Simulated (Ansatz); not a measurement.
**Single-point calculation of Zn86Mg10O96 (part 2 of 3)**

The same run, continued: Zn86Mg10O96 (P1, 192 atoms in the cell); DFT, HSE06, PAW, plane waves (Ansatz 0.2.0); cutoff 420 eV, 1×1×1 k-mesh, Fermi–Dirac smearing of 0.01 eV. The structure was built on a prototype by a generator; it need not be a known phase.

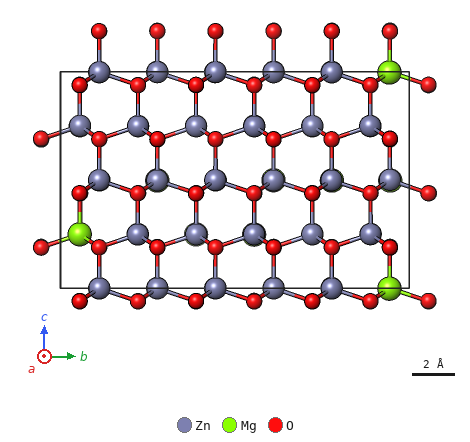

**Figure 1.** The structure as given in the input (ball-and-stick view of the cell of the calculation, along the a axis; bonded neighbours outside the cell are drawn too).

## Log, continued
```
SCF iter   1: F=—  HF=-359207.355835 eV  |F-HF|=—  |Δ(HF+E_count)|=         —  Δρ=2.48e-3  dr2=8.74e-2  ethr=1.77e-3  ⟨swp⟩=17.0  Hψ=4887  notcnv=0
preconditioner: auto → none  [insulator: Δε(μ)=1.061 eV  Ē_g=12.860 eV  σ=0.010 eV  W_gap=1.00  n_scr=678 (ndim 8)  ℏωp=31.5 eV  f_vac=0.035  D(μ)=0.00/eV (n_scr^D=0)]
SCF iter   2: F=—  HF=-359207.356066 eV  |F-HF|=—  |Δ(HF+E_count)|=   2.31e-4  Δρ=1.67e-3  dr2=4.58e-2  ethr=5.12e-6  ⟨swp⟩=12.0  Hψ=4278  notcnv=0  defer=9
iter 3 solved again at ethr=7.63e-8 eV; its pass at ethr=2.68e-6 eV (dr2=1.30e-3 eV) is discarded
SCF iter   3: F=—  HF=-359207.338712 eV  |F-HF|=—  |Δ(HF+E_count)|=   1.74e-2  Δρ=3.47e-4  dr2=1.33e-3  ethr=7.63e-8  ⟨swp⟩=4.0  Hψ=5161  notcnv=0  defer=15
SCF iter   4: F=—  HF=-359207.340556 eV  |F-HF|=—  |Δ(HF+E_count)|=   1.84e-3  Δρ=2.11e-4  dr2=3.78e-4  ethr=7.63e-8  ⟨swp⟩=7.0  Hψ=2235  notcnv=0  defer=6
SCF iter   5: F=—  HF=-359207.341542 eV  |F-HF|=—  |Δ(HF+E_count)|=   9.86e-4  Δρ=1.03e-4  dr2=1.34e-4  ethr=2.21e-8  ⟨swp⟩=5.0  Hψ=2751  notcnv=0  defer=6
SCF iter   6: F=-359207.341755 eV  HF=-359207.341731 eV  |F-HF|=2.44e-5  |Δ(HF+E_count)|=   1.89e-4  Δρ=2.73e-5  dr2=7.36e-6  ethr=7.84e-9  ⟨swp⟩=5.0  Hψ=2395  notcnv=0  defer=6
SCF 1 stopped early in 6 iterations: F = -359207.341755 eV  dr2 = 7.36e-6
  greatest PAW one-centre occupation: 1.000 electrons in one spin orbital (limit 2), on the Mg atom at site 88 (counted from 0), in its partial waves of l = 0
Initial density: handed on by an earlier stage of this run
Initial wavefunctions: those handed on with the density
Functional: x = pbe(κ = 0.804, μ = 0.2195149727645171) + 0.25 (exact − pbe) at short range (hse, ω = 0.20786987370883472 Å⁻¹), c = pbe(β = 0.06672455060314922); HSE06 as pw.x's `hse` composes it (authors' and Libxc's form: `xc: wpbeh`)
Exchange kernel: α = 0.2500, screened, ω = 0.2079 Å⁻¹, Wigner–Seitz truncation, v(0) = 985.6670 eV·Å³, q-mesh 1×1×1, nearest image of the exchange supercell L = 10.42 Å, pair-density grid 64×81×50, without the augmentation charges, whose exchange is taken in its separable form (sized by the pseudopotential files, 90×120×72 at the most), smooth part of the exact exchange by density-matrix convoluti
Frozen-core exchange: fock
SCF iter   1: F=—  HF=-359200.189366 eV  |F-HF|=—  |Δ(HF+E_count)|=         —  Δρ=2.53e-2  dr2=7.87e0  ethr=4.31e-9  ⟨swp⟩=17.0  Hψ=7727  notcnv=0
preconditioner: auto → none  [insulator: Δε(μ)=2.845 eV  Ē_g=15.807 eV  σ=0.010 eV  W_gap=1.00  n_scr=678 (ndim 8)  ℏωp=31.5 eV  f_vac=0.036  D(μ)=0.00/eV (n_scr^D=0)]
SCF iter   2: F=—  HF=-359197.716593 eV  |F-HF|=—  |Δ(HF+E_count)|=    2.47e0  Δρ=4.40e-3  dr2=3.30e-1  ethr=4.31e-9  ⟨swp⟩=6.0  Hψ=5994  notcnv=0
SCF iter   3: F=—  HF=-359198.401849 eV  |F-HF|=—  |Δ(HF+E_count)|=   6.85e-1  Δρ=5.61e-3  dr2=3.49e-1  ethr=4.31e-9  ⟨swp⟩=6.0  Hψ=5718  notcnv=0
SCF iter   4: F=—  HF=-359198.345529 eV  |F-HF|=—  |Δ(HF+E_count)|=   5.63e-2  Δρ=2.13e-3  dr2=4.54e-2  ethr=4.31e-9  ⟨swp⟩=5.0  Hψ=4812  notcnv=0
SCF iter   5: F=—  HF=-359198.399894 eV  |F-HF|=—  |Δ(HF+E_count)|=   5.44e-2  Δρ=1.08e-3  dr2=1.67e-2  ethr=4.31e-9  ⟨swp⟩=6.0  Hψ=4946  notcnv=0
SCF iter   6: F=—  HF=-359198.394635 eV  |F-HF|=—  |Δ(HF+E_count)|=   5.26e-3  Δρ=4.82e-4  dr2=5.15e-3  ethr=4.31e-9  ⟨swp⟩=5.0  Hψ=4376  notcnv=0
SCF iter   7: F=-359198.393206 eV  HF=-359198.393217 eV  |F-HF|=1.10e-5  |Δ(HF+E_count)|=   1.42e-3  Δρ=4.27e-5  dr2=8.01e-5  ethr=4.31e-9  ⟨swp⟩=5.0  Hψ=3778  notcnv=0
SCF 2 stopped early in 7 iterations: F = -359198.393206 eV  dr2 = 8.01e-5
  Residual-converged pass: ⟨swp⟩=3.0  Hψ=2495  notcnv=0  max |occ|·‖R‖ = 4.4e-6 eV (tolerance 6.7e-6 eV)  dr2=8.01e-5  dr2_onsite=2.91e-6  max |Δocc| = 0.0e0
hybrid outer 1: dexx = +1.073e0 eV, tail = 2.82e-3 eV
SCF iter   1: F=—  HF=-359198.345479 eV  |F-HF|=—  |Δ(HF+E_count)|=         —  Δρ=6.24e-5  dr2=5.80e-5  ethr=8.25e-7  ⟨swp⟩=11.0  Hψ=2505  notcnv=0
preconditioner: auto → none  [insulator: Δε(μ)=2.766 eV  Ē_g=15.568 eV  σ=0.010 eV  W_gap=1.00  n_scr=678 (ndim 8)  ℏωp=31.5 eV  f_vac=0.047  D(μ)=0.00/eV (n_scr^D=0)]
SCF iter   2: F=—  HF=-359198.345612 eV  |F-HF|=—  |Δ(HF+E_count)|=   1.34e-4  Δρ=2.67e-5  dr2=1.35e-5  ethr=2.86e-9  ⟨swp⟩=6.0  Hψ=3894  notcnv=0
SCF iter   3: F=—  HF=-359198.345607 eV  |F-HF|=—  |Δ(HF+E_count)|=   4.87e-6  Δρ=8.35e-6  dr2=7.21e-7  ethr=5.65e-10  ⟨swp⟩=4.0  Hψ=2766  notcnv=0
SCF iter   4: F=—  HF=-359198.345611 eV  |F-HF|=—  |Δ(HF+E_count)|=   3.75e-6  Δρ=4.87e-6  dr2=3.76e-7  ethr=2.84e-11  ⟨swp⟩=10.0  Hψ=3448  notcnv=0  defer=6
SCF iter   5: F=—  HF=-359198.345611 eV  |F-HF|=—  |Δ(HF+E_count)|=   2.59e-8  Δρ=2.77e-6  dr2=1.65e-7  ethr=2.17e-11  ⟨swp⟩=5.0  Hψ=2687  notcnv=0  defer=3
SCF iter   6: F=-359198.345611 eV  HF=-359198.345611 eV  |F-HF|=2.56e-9  |Δ(HF+E_count)|=   4.69e-8  Δρ=5.54e-7  dr2=8.70e-9  ethr=3.01e-11 (applied; sched 9.36e-12)  ⟨swp⟩=2.0  Hψ=1900  notcnv=0
SCF 3 converged in 6 iterations: F = -359198.345611 eV  dr2 = 8.70e-9
  Residual-converged pass: ⟨swp⟩=3.0  Hψ=2040  notcnv=0  max |occ|·‖R‖ = 3.7e-6 eV (tolerance 4.4e-6 eV)  dr2=6.84e-9  dr2_onsite=5.99e-10  max |Δocc| = 0.0e0
```

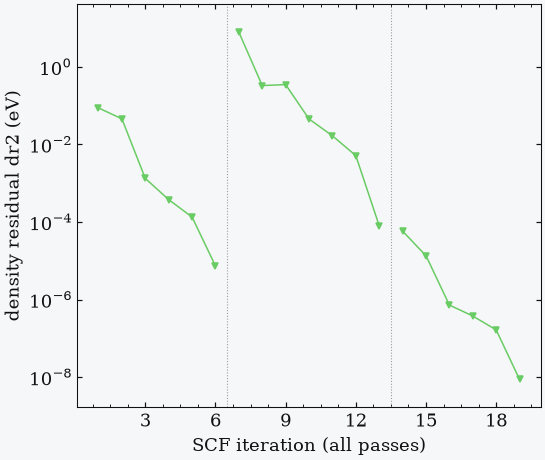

**Figure 2.** Convergence of the self-consistent field: density residual dr2 against the SCF iteration. The run starts with a semilocal functional; after that each stretch between dotted lines is one SCF of the hybrid functional between two exact rebuilds of the exchange operator by the outer loop. Early passes are stopped at a loose threshold. The passes take 6, 7 and 6 iterations.

```
hybrid outer 2: dexx = +5.673e-5 eV, tail = 5.09e-7 eV, Δε = 4.00e-3 eV (about 7.00e-5 eV left of the loop's levels), ΔF = 4.29e-3 eV/Å (tail 7.79e-4)
NSCF: frozen V_eff on 1 k-points
hybrid SCF converged: 2 outer / 13 inner (+6 warm-up), last move |dexx| = 5.67e-5 eV, tail = 5.09e-7 eV
Stability not checked: this state was not tested for a lower state beside it, because the functional holds exact exchange (a hybrid, or Hartree-Fock), whose exchange loop this test does not read (fock_operator; see scf.lower_state_search)
Free energy (F): -359198.345603 eV
Harris-Foulkes:  -359198.345603 eV  (|F-HF|=2.56e-9)
Internal energy: -359198.345603 eV  (E = F + TS)
E sigma→0 (E₀):  -359198.345603 eV
Fermi energy:    7.258250 eV
--- Per-component energies (eV) ---
  E_band       = -4012.006251
  E_kinetic    = 28947.014916
  E_local      = -191464.129527  (includes V_loc(G=0)·N_el)
  E_nonlocal   = 59103.726646
  E_hartree    = 78196.987739
  E_xc         = -15213.178960
  E_vxc        = -10998.545144  (∫ρ·V_xc dr)
  E_exx        = -5993.933326  (= α·E_x^exact, valence–valence)
  E_paw        = -173863.052680  (= ΣΔE_a)
  E_vpaw       = -34006.361896  (= ΣTr[D̂ρ^β])
  E_aug_tail   = 0.204081  (compensation charges beyond the density's cutoff)
  E_ewald      = -138964.173640
  E_core_change = 52.189182  (= ΣΔE_core)
  E_smearing   = -0.000000  (= −TS)
  E_closure    = -0.000034  (closes the sum)
  Σ components = -359198.345603   (vs F -359198.345603, Δ=0.00e0)
--- Forces (eV/Å), atoms counted from 1 ---
  atom   1  Zn    -0.00406330    -0.00980235    -0.01553996
  atom   2  Zn     0.00072706    -0.02640335    -0.01231341
  atom   3  Zn    -0.02094687     0.00990188     0.00106809
  atom   4  Zn    -0.00256495    -0.00147383    -0.01103118
  atom   5  Zn    -0.00127566    -0.00708609    -0.01460843
  atom   6  Zn     0.00093799    -0.00723614    -0.01257824
  atom   7  Zn     0.02625187     0.01496753    -0.01174384
  atom   8  Zn    -0.00700979    -0.00888519    -0.01843253
  atom   9  Zn     0.00099114    -0.00135467    -0.01433435
  atom  10  Zn     0.01158030     0.00287170    -0.00591975
  atom  11  Zn     0.00006137    -0.00180814    -0.01009663
  atom  12  Zn     0.00331737    -0.03595369    -0.01203565
  atom  13  Zn    -0.00068709     0.00456154    -0.01925955
  atom  14  Zn    -0.00341535     0.01688990    -0.02316115
  atom  15  Zn     0.00152353    -0.01544294    -0.02381060
  atom  16  Zn    -0.01422565    -0.02197836     0.00188546
  atom  17  Zn     0.00012010     0.00934984    -0.02093588
  atom  18  Zn    -0.00853057    -0.00615801     0.00215876
  atom  19  Zn    -0.00222321    -0.00376737    -0.01092491
  atom  20  Zn     0.00009610    -0.00307062    -0.01328915
  atom  21  Zn     0.00101988    -0.00785961    -0.01012282
  atom  22  Zn     0.01148585    -0.01417832    -0.01926136
  atom  23  Zn     0.00166991     0.00874316    -0.02045519
  atom  24  Zn    -0.00235802    -0.02572833    -0.01627191
  atom  25  Zn    -0.00285514     0.01372851    -0.01091249
  atom  26  Zn     0.00976447    -0.00665729    -0.01804298
  atom  27  Zn     0.01047549    -0.00983646    -0.00390668
  atom  28  Zn     0.00253238     0.00967573    -0.02215620
  atom  29  Zn    -0.00800774    -0.00884280    -0.02111691
  atom  30  Zn     0.00999759    -0.00090869    -0.00415529
  atom  31  Zn     0.00233154    -0.00465598    -0.01248572
  atom  32  Zn     0.00816326    -0.01391274    -0.02143211
  atom  33  Zn    -0.01330649     0.00129123    -0.01665458
  atom  34  Zn     0.00489841    -0.01263034    -0.00450726
  atom  35  Zn    -0.00213625    -0.00103040    -0.01268914
  atom  36  Zn    -0.01809841     0.00003803    -0.00855186
  atom  37  Zn     0.01250289    -0.00812350    -0.01966428
  atom  38  Zn     0.00503173    -0.00998924    -0.01103998
  atom  39  Zn    -0.01158439    -0.00036630    -0.02562202
  atom  40  Zn     0.01486686     0.00188485    -0.01485133
  atom  41  Zn    -0.01050033    -0.01352191    -0.02286887
  atom  42  Zn    -0.01278718     0.00326298    -0.01603300
  atom  43  Zn     0.00900980    -0.01429410    -0.01967726
  atom  44  Zn    -0.03396350    -0.01573479    -0.02083354
  atom  45  Zn     0.02439710     0.00693389    -0.02992323
  atom  46  Zn     0.01038903     0.01069551    -0.01767778
  atom  47  Zn    -0.01630549    -0.01687402    -0.00228485
  atom  48  Zn     0.01024635    -0.00162526    -0.00198989
  atom  49  Zn     0.01179252    -0.00432779    -0.00511156
  atom  50  Zn     0.00377880     0.00699705    -0.01284546
  atom  51  Zn    -0.00070516     0.03024450    -0.01540827
  atom  52  Zn    -0.00905361     0.01267393    -0.01906225
  atom  53  Zn     0.01530938    -0.00295110    -0.01614363
  atom  54  Zn    -0.00905775    -0.01355262     0.01534626
  atom  55  Zn    -0.00364441     0.00328218    -0.01423239
  atom  56  Zn    -0.00453478     0.00689678    -0.01406683
  atom  57  Zn     0.00087821     0.00379836    -0.01204709
  atom  58  Zn    -0.01849384    -0.00290736    -0.01618414
  atom  59  Zn     0.00282756     0.00019460    -0.01251688
  atom  60  Zn    -0.00206695     0.00293128    -0.01105564
  atom  61  Zn    -0.00254660     0.00527998    -0.00589832
  atom  62  Zn     0.00387342    -0.01146988     0.00587433
  atom  63  Zn    -0.01176444     0.00158964    -0.00005154
  atom  64  Zn     0.00870594    -0.00978490    -0.00991334
  atom  65  Zn     0.00281636     0.00936406    -0.01661217
  atom  66  Zn     0.01122712    -0.02504847     0.00755300
  atom  67  Zn     0.00167988     0.02508845    -0.01564120
  atom  68  Zn    -0.01037331     0.02072822    -0.00976086
  atom  69  Zn     0.01551554    -0.00391430    -0.01658433
  atom  70  Zn    -0.00160210    -0.00411881    -0.01199677
  atom  71  Zn    -0.00824181    -0.00455370    -0.00353865
  atom  72  Zn     0.00167299     0.00295684    -0.01694647
  atom  73  Zn    -0.00306983     0.01807970    -0.00735886
  atom  74  Zn     0.00163993     0.01179258    -0.00883113
  atom  75  Zn    -0.00190280    -0.00356575     0.00363666
  atom  76  Zn     0.00200917     0.00592901    -0.01225178
  atom  77  Zn    -0.01505818    -0.00866515    -0.01866462
  atom  78  Zn     0.00376146    -0.00195171     0.01192913
  atom  79  Zn    -0.00249569    -0.00233583    -0.01162259
  atom  80  Zn     0.00656502     0.01294599    -0.00429407
  atom  81  Zn    -0.00415813     0.01208639    -0.00524101
  atom  82  Zn    -0.01382353     0.00690600     0.00615873
  atom  83  Zn     0.00254837     0.00196573    -0.01400114
  atom  84  Zn     0.01026158    -0.00814734    -0.00807121
  atom  85  Zn     0.00006776     0.01266096    -0.00847257
  atom  86  Zn     0.00564457    -0.00428818    -0.00673448
  atom  87  Mg    -0.00077157     0.00663334    -0.00637340
  atom  88  Mg     0.00139826     0.00677856    -0.03157645
  atom  89  Mg     0.02104465     0.02033780    -0.00525285
  atom  90  Mg     0.01883382     0.01802603     0.00082065
  atom  91  Mg    -0.01707229     0.02000194     0.00648943
  atom  92  Mg    -0.01698432     0.00991394     0.00451030
  atom  93  Mg     0.02895686     0.00502743    -0.01740134
  atom  94  Mg    -0.01785661    -0.02934095     0.01402939
  atom  95  Mg    -0.00695861    -0.02721405     0.00331490
  atom  96  Mg     0.02126746     0.03869545     0.00813865
  atom  97  O     -0.12383493    -0.07748966     0.06462282
  atom  98  O      0.00208674     0.00054030     0.01076772
  atom  99  O     -0.00563978     0.00505177     0.01364312
  atom 100  O     -0.00284900     0.00184925     0.01025317
  atom 101  O      0.00203876     0.14286336     0.05677277
  atom 102  O     -0.00010714    -0.00457479     0.01096551
  atom 103  O      0.12846411    -0.08209347     0.06279715
  atom 104  O     -0.00165088    -0.00279443     0.01160272
  atom 105  O      0.00590490     0.00512027     0.01385513
  atom 106  O      0.00028352     0.00400788     0.01074435
  atom 107  O      0.00475490    -0.00263872     0.00573211
  atom 108  O     -0.00453256    -0.00306543    -0.13296129
  atom 109  O     -0.12326163    -0.08288186     0.05991625
  atom 110  O      0.00341160    -0.00128445     0.01250193
  atom 111  O      0.00330626    -0.00310529     0.01099595
  atom 112  O      0.00056974     0.00193444     0.00979422
  atom 113  O     -0.00466090     0.00736018     0.01000208
  atom 114  O     -0.00220007     0.01122407     0.01055515
  atom 115  O      0.12262310    -0.07684271     0.06360477
  atom 116  O      0.00027131     0.00179416     0.01097874
  atom 117  O     -0.00494522    -0.00559450     0.00568074
  atom 118  O      0.00118333    -0.00290580    -0.13244674
  atom 119  O     -0.00323553     0.14990176     0.05905995
  atom 120  O     -0.00104697    -0.00333882     0.01270150
  atom 121  O      0.13163520    -0.08633756     0.06104881
  atom 122  O      0.00025015     0.00305022     0.01089736
  atom 123  O      0.00029934     0.00300272     0.01048144
  atom 124  O      0.00005590     0.00801967     0.00984145
  atom 125  O      0.00176556     0.00600612    -0.13111878
  atom 126  O     -0.00457467     0.00284902     0.00482388
  atom 127  O     -0.00198426    -0.00698462     0.00977037
  atom 128  O      0.00124877    -0.00295332     0.00945971
  atom 129  O     -0.00302028    -0.00004635     0.01232369
  atom 130  O     -0.00318508    -0.00130110     0.01025787
  atom 131  O     -0.12233745    -0.07345391     0.04606715
  atom 132  O     -0.00438940     0.00303693    -0.13716498
  atom 133  O      0.00169369     0.00142800     0.01011930
  atom 134  O      0.00264029     0.00251436     0.00952597
  atom 135  O      0.00067552     0.00451230     0.01288570
  atom 136  O     -0.00215940     0.00098357     0.00925440
  atom 137  O     -0.00279826     0.00124999     0.01111060
  atom 138  O     -0.00179136     0.00238925     0.00997224
  atom 139  O      0.00115874     0.00666722     0.00717335
  atom 140  O      0.00070284     0.01132633    -0.12950541
  atom 141  O      0.00741127     0.00444543     0.00439616
  atom 142  O      0.00353772     0.00594119    -0.13335414
  atom 143  O     -0.00690713     0.13611593    -0.07266740
```
